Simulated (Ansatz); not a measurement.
# EuS: 6 runs along one coordinate

System: EuS (Fm-3m, 2 atoms in the cell).
Method: Kohn-Sham DFT of a periodic cell, PBE, JTH PAW, spin-polarised (Ansatz 0.2.0).

The 6 runs differ only in the geometry, by an even scaling of the cell at fixed fractional positions. The structure derives from an entry of the Crystallography Open Database.

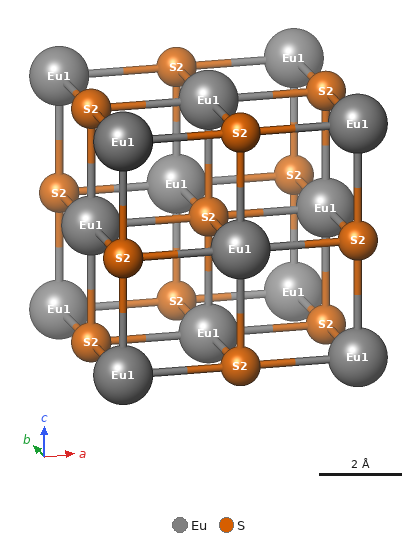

Figure 1. The structure of run 4 (ball-and-stick view of the cell 4 times as large as that of the calculation, set on its symmetry axes, seen at an oblique angle; atoms are numbered from 1 in the order of the input).

**Input of run 4**
```yaml
crystal:
  lattice:
    - [0.0, 2.9785, 2.9785]
    - [2.9785, 0.0, 2.9785]
    - [2.9785, 2.9785, 0.0]
  atoms:
    - { symbol: Eu, position: [0.0, 0.0, 0.0], spin: 7.0 }
    - { symbol: S, position: [0.5, 0.5, 0.5] }
hamiltonian:
  xc: pbe
  pseudopotentials: { kind: paw, source: jth }
magnetization:
  spin_polarized: true
kpoints:
  mp_grid: { grid: [8, 8, 8] }
scf:
  occupations: { method: fermi_dirac, width: 0.05 }
output:
  forces: true
  stress: true
  eigenvalues: true
```

Command:
```bash
ansatz run input.yaml --threads 2 --pin off --max-ram 5120MiB --backend cpu --events-out ev --progress --plain --runs-dir out
```

Run 2 differs from it as follows:
```diff
-    - [0.0, 2.9785, 2.9785]
-    - [2.9785, 0.0, 2.9785]
-    - [2.9785, 2.9785, 0.0]
+    - [0.0, 2.9382450654, 2.9382450654]
+    - [2.9382450654, 0.0, 2.9382450654]
+    - [2.9382450654, 2.9382450654, 0.0]
```

**Results, with one run withheld**

| run | volume per atom (Å³) | free energy per atom, from the lowest run given (meV) | pressure (GPa) |
| --- | --- | --- | --- |
| 1 | 24.838 | 0.00 | −0.22 |
| 2 | 25.367 | ? | ? |
| 3 | 25.895 | 8.52 | −2.29 |
| 4 | 26.424 | 17.55 | −3.17 |
| 5 | 26.952 | 29.31 | −3.95 |
| 6 | 28.009 | 59.81 | −5.25 |

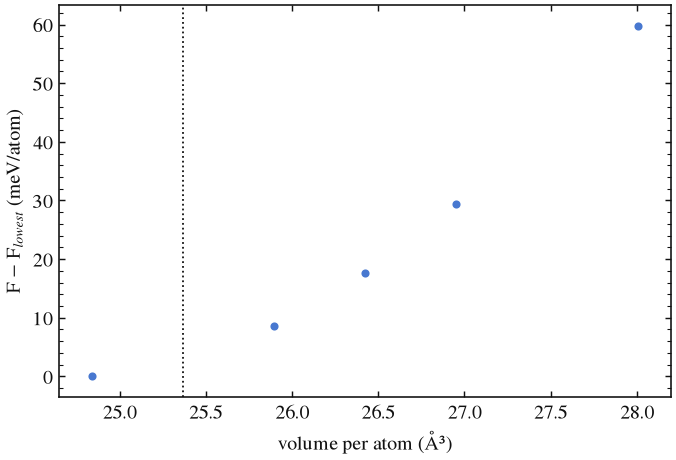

Figure 2. Free energy per atom of the runs given; the dotted line marks run 2.

What should run 2 give?

A cubic polynomial in V^(−2/3) (the Birch–Murnaghan form), fitted to the 5 runs given, misses them by at most 0.01 meV per atom. With x = V^(−2/3) − 0.11282 Å⁻², it reads F = 16.871 − 6817.2 x + 6.7914e+05 x² + 1.4392e+06 x³ (meV per atom). At run 2 it gives 2.54 meV per atom, and the run itself gives 2.55. The slope of the fit gives a pressure −dF/dV of −1.31 GPa there, and the run prints −1.31 GPa. The fit has no minimum inside this range.

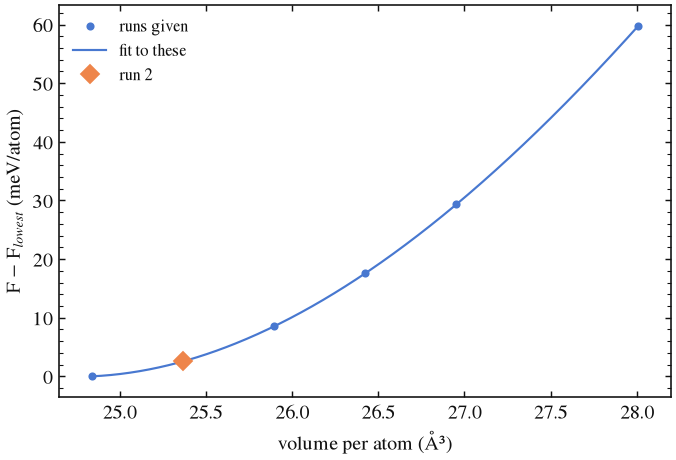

Figure 3. The fit and the withheld run.

**Output, shortened to warnings, some set-up lines, iterations and results (run 2)**
```
Warning: [file] the checks of this Eu dataset prove no rule for summing its radial tables, as where they were carried onto another mesh than they were made on, and Gregory's rule is taken, under which a leading mesh point left out moves its sums only by what lay on the interval it spanned. That does not make them correct, and they differ from Quantum ESPRESSO's on this file; a re-export a …
Warning: [file] the checks of this S dataset prove no rule for summing its radial tables, as where they were carried onto another mesh than they were made on, and Gregory's rule is taken, under which a leading mesh point left out moves its sums only by what lay on the interval it spanned. That does not make them correct, and they differ from Quantum ESPRESSO's on this file; a re-export a fraction …
Basis set: ecut = 780 eV, 2565 PW (Γ), exchange–correlation on 80×80×80 points (8 copies of the dense FFT grid, shifted against one another)
Symmetry: 48 space group operations
k-points: 29 of 512
Initial density: superposition of atomic densities (chi_scale 0.1, normalization cell)
[...]
SCF iter   1: F=—  HF=-9646.430014 eV  |F-HF|=—  |Δ(HF+E_count)|=         —  Δρ=3.65e-2 (↑2.67e-2 ↓3.65e-2)  dr2=5.82e-1  dr2_m=1.39e-1  M=6.676 μB ∫|m|=6.800 μB  β_m=0.30  …
SCF iter   2: F=—  HF=-9646.890788 eV  |F-HF|=—  |Δ(HF+E_count)|=   4.61e-1  Δρ=2.58e-2 (↑1.93e-2 ↓2.58e-2)  dr2=3.27e-1  dr2_m=7.55e-2  M=6.692 μB ∫|m|=6.816 μB  β_m=0.65  …
SCF iter   3: F=—  HF=-9647.968136 eV  |F-HF|=—  |Δ(HF+E_count)|=    1.08e0  Δρ=1.02e-2 (↑1.02e-2 ↓3.29e-3)  dr2=9.45e-2  dr2_m=1.06e-2  M=6.840 μB ∫|m|=6.965 μB  β_m=0.82  …
SCF iter   4: F=—  HF=-9648.169455 eV  |F-HF|=—  |Δ(HF+E_count)|=   2.01e-1  Δρ=6.20e-3 (↑6.20e-3 ↓2.24e-3)  dr2=5.17e-2  dr2_m=3.02e-3  M=6.876 μB ∫|m|=7.005 μB  β_m=0.91  …
SCF iter   5: F=—  HF=-9648.261906 eV  |F-HF|=—  |Δ(HF+E_count)|=   9.25e-2  Δρ=2.52e-3 (↑2.52e-3 ↓2.01e-3)  dr2=1.07e-2  dr2_m=5.83e-4  M=6.924 μB ∫|m|=7.057 μB  β_m=0.96  …
SCF iter   6: F=—  HF=-9648.274641 eV  |F-HF|=—  |Δ(HF+E_count)|=   1.27e-2  Δρ=5.71e-4 (↑5.71e-4 ↓4.95e-4)  dr2=7.12e-4  dr2_m=1.66e-5  M=6.949 μB ∫|m|=7.084 μB  β_m=0.95  …
SCF iter   7: F=—  HF=-9648.274428 eV  |F-HF|=—  |Δ(HF+E_count)|=   2.14e-4  Δρ=4.19e-4 (↑4.19e-4 ↓3.14e-4)  dr2=7.51e-5  dr2_m=2.50e-5  M=6.955 μB ∫|m|=7.093 μB  β_m=0.98  …
SCF iter   8: F=—  HF=-9648.274884 eV  |F-HF|=—  |Δ(HF+E_count)|=   4.56e-4  Δρ=1.44e-4 (↑1.44e-4 ↓1.39e-4)  dr2=1.52e-5  dr2_m=2.77e-6  M=6.954 μB ∫|m|=7.092 μB  β_m=0.99  …
SCF iter   9: F=—  HF=-9648.274962 eV  |F-HF|=—  |Δ(HF+E_count)|=   7.83e-5  Δρ=6.00e-5 (↑6.00e-5 ↓1.37e-5)  dr2=3.25e-6  dr2_m=3.53e-7  M=6.953 μB ∫|m|=7.092 μB  β_m=0.99  …
SCF iter  10: F=—  HF=-9648.274970 eV  |F-HF|=—  |Δ(HF+E_count)|=   7.29e-6  Δρ=1.15e-5 (↑1.15e-5 ↓4.48e-6)  dr2=9.76e-8  dr2_m=1.49e-8  M=6.953 μB ∫|m|=7.092 μB  β_m=0.98  …
SCF iter  11: F=—  HF=-9648.274970 eV  |F-HF|=—  |Δ(HF+E_count)|=   3.40e-7  Δρ=2.47e-6 (↑2.47e-6 ↓1.41e-6)  dr2=6.03e-9  dr2_m=3.07e-10  M=6.953 μB ∫|m|=7.092 μB  β_m=0.99  …
SCF iter  12: F=-9648.274970 eV  HF=-9648.274970 eV  |F-HF|=1.73e-8  |Δ(HF+E_count)|=   6.06e-9  Δρ=3.59e-6 (↑3.59e-6 ↓4.33e-7)  dr2=9.88e-9  dr2_m=1.46e-9  M=6.953 μB …
SCF iter  13: F=-9648.274970 eV  HF=-9648.274970 eV  |F-HF|=1.30e-9  |Δ(HF+E_count)|=   1.79e-9  Δρ=9.83e-7 (↑9.83e-7 ↓1.33e-7)  dr2=7.62e-10  dr2_m=1.08e-10  M=6.953 μB …
SCF 1 converged in 13 iterations: F = -9648.274970 eV  dr2 = 7.62e-10
SCF converged after 13 iterations
an eigenvalue changed by more than its tolerance at an iteration that met the thresholds in force, so the SCF went on 1 time: the last check found none over its tolerance
Magnetization: 6.9528 μB (14.9764 up, 8.0236 down)
Absolute magnetization: 7.0896 μB (∫|ρ↑−ρ↓|, with the PAW one-centre terms)
Spin contamination: 0.0133 ħ² per cell (⟨S²⟩ above its minimum at these occupations)
Per-site moments (μB) at R_I (Å): [(6.6808224407538885, 1.2120260894775001), (-0.06012895000621699, 1.2120260894775001)]
Free energy (F): -9648.274970 eV
Harris-Foulkes:  -9648.274970 eV  (|F-HF|=1.30e-9)
Internal energy: -9648.261410 eV  (E = F + TS)
E sigma→0 (E₀):  -9648.268190 eV
Entropy (-TS):   -0.013560 eV (-6.780 meV/atom)
Fermi energy:    11.394408 eV
--- Per-component energies (eV) ---
  E_band       = 12.912732
  E_kinetic    = 428.521835
  E_local      = -1459.324154  (includes V_loc(G=0)·N_el)
  E_nonlocal   = -119.184733
  E_hartree    = 707.382781
  E_xc         = -255.924322
  E_vxc        = -305.550930  (∫ρ·V_xc dr)
  E_paw        = -6851.733505  (= ΣΔE_a)
  E_vpaw       = 53.686419  (= ΣTr[D̂ρ^β])
  E_aug_tail   = 0.000192  (compensation charges beyond the density's cutoff)
  E_ewald      = -2097.999503
  E_smearing   = -0.013560  (= −TS)
  E_closure    = -0.000000  (closes the sum)
  Σ components = -9648.274970   (vs F -9648.274970, Δ=0.00e0)
--- Forces (eV/Å), atoms counted from 1 ---
  atom   1  Eu    -0.00000000     0.00000000     0.00000000
  atom   2  S     -0.00000000     0.00000000    -0.00000000
  max |Σ_I F_I| component: 2.45e-29 eV/Å
--- Stress (GPa, compression-positive) ---
       -1.309465      -0.000000       0.000000
        0.000000      -1.309465      -0.000000
        0.000000      -0.000000      -1.309465
  P = ⅓ Tr σ = -1.3095 GPa (-13.095 kbar)
```
